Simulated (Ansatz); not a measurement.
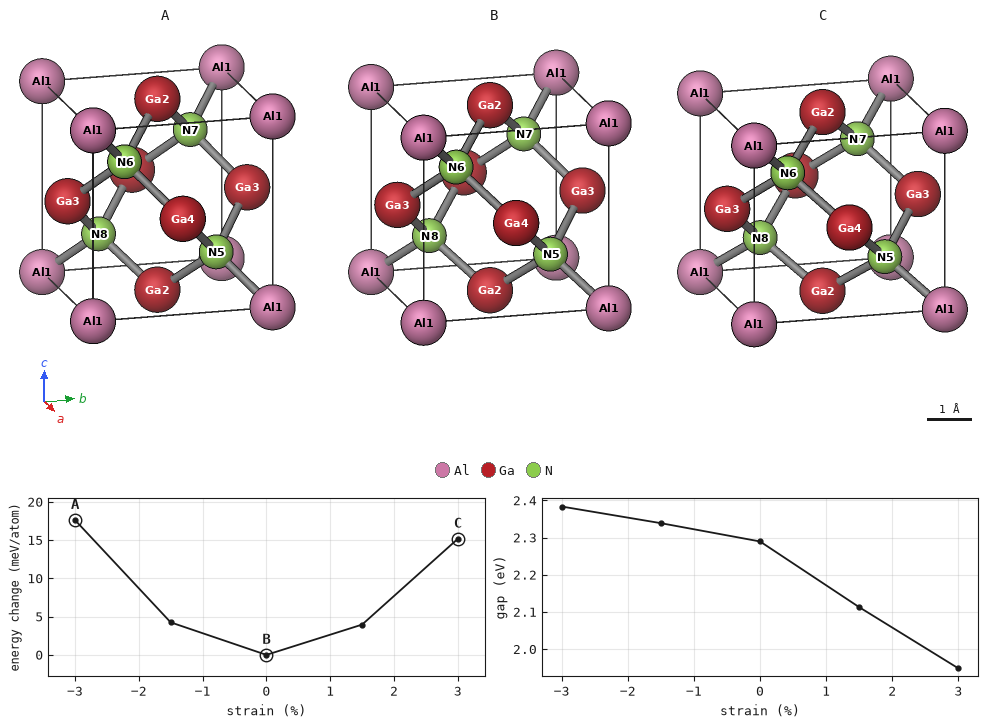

Members of a series of calculations on crystalline AlGa3N4 (set up in P-43m), marked on the first curve. A ball-and-stick model of the cell of the calculation, seen slightly off an axis.

All numbers below come from DFT PBEsol, scalar-relativistic, plane waves, PAW (Ansatz 0.2.0). (plane-wave cutoff 420 eV; k-point mesh 6 × 6 × 6; occupations gaussian; smearing width 0.02 eV; no spin polarisation)

Q: Describe the series.

A: Biaxial strain in the a–b plane, c and atoms relaxed. A (strain −3.0 %): energy change 17.6 meV/atom, volume 10.82 Å³ per atom, gap 2.38 eV. B (strain 0.0 %): energy change 0.0 meV/atom, volume 11.15 Å³ per atom, gap 2.29 eV. C (strain 3.0 %): energy change 15.2 meV/atom, volume 11.42 Å³ per atom, gap 1.95 eV. The rest compares A with C. The drawn cell changes as follows: a = b 4.334 → 4.602 Å (+6.2 %), c 4.607 → 4.314 Å (−6.4 %); the volume changes by +5.6 %. Among the bonded contacts that change: Ga–N 1.930 → 1.965 Å, Al–N 1.878 → 1.913 Å.
